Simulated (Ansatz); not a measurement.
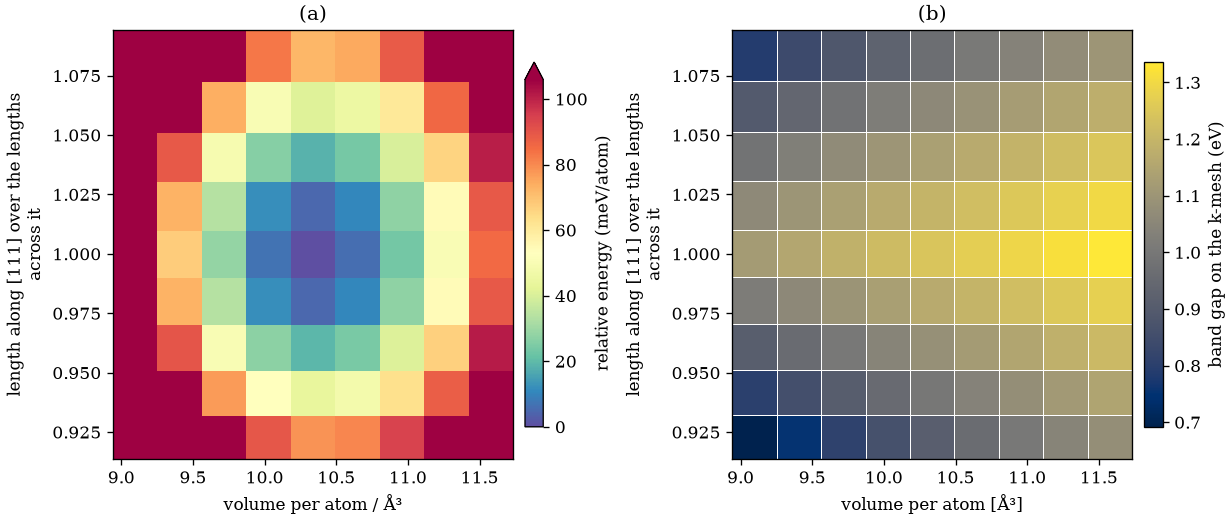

SiC (F-43m, No. 216; 2 atoms in the cell). The energy is mapped over volume and the cell's shape. Coordinates scanned: (1) volume per atom; (2) length along [111] over the lengths across it, relative to the cubic cell. Nothing is relaxed (fractional coordinates fixed). The grid has 9 × 9 points. Points are written as (first, second). All energies are given in meV/atom relative to the lowest grid point. Computed with DFT PBEsol, scalar-relativistic, plane waves, PAW in Ansatz. Settings: cutoff 520 eV, k-mesh 12×12×12, gaussian smearing 0.05 eV, no spin polarisation.

Panel (a) is the energy and panel (b) the computed band gap on the k-mesh on the same grid.

In the figure: one coloured cell a grid point, one colour for all values above the top of the scale.

Q: How does the band gap on the k-mesh vary over the map, and what is it at the lowest grid point?

A: It runs from 0.69 eV at (9.10 Å³, 0.923) to 1.34 eV at (11.58 Å³, 1.000). At the lowest grid point, (10.34 Å³, 1.000), it is 1.24 eV.

PAW datasets: the set soft_1.
